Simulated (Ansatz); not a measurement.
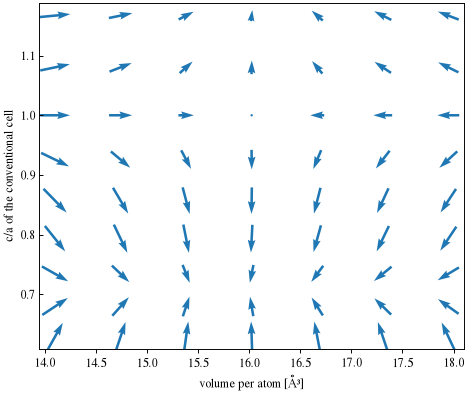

Mo (Fm-3m, No. 225; 1 atom in the cell). The energy is mapped over volume and the cell's shape. Coordinates scanned: (1) volume per atom; (2) c/a of the conventional cell. Nothing is relaxed (symmetry fixes all fractional coordinates). Grid: 7 × 9 points. Points are written as (first, second). These are results of Ansatz 0.2.0, DFT PBE, scalar-relativistic, plane waves, PAW, not measurements. Settings: cutoff 420 eV, k-mesh 22×22×22, gaussian smearing 0.15 eV, no spin polarisation.

Drawn: arrows along the force (downhill), their lengths compressed.

**The arrows alone are given. Where is the energy lowest?**

The arrows converge at about (15.79 Å³, 0.707) (read from the interpolated surface).

The energy map of the same scan:

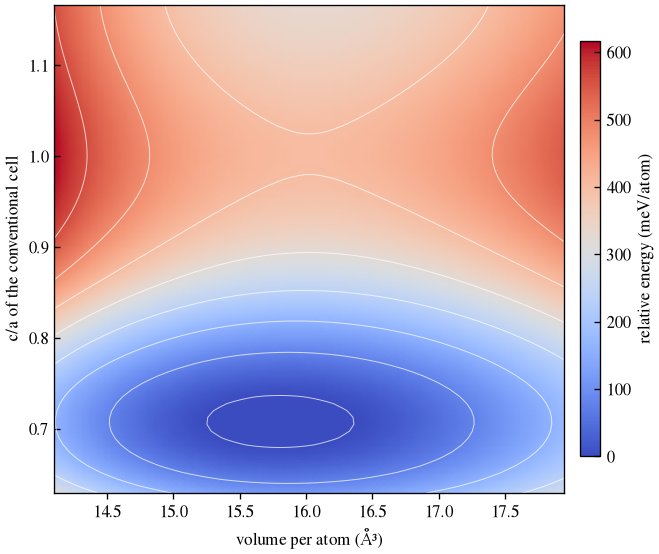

Energies are in meV/atom, from the lowest grid point; between grid points the surface is interpolated.
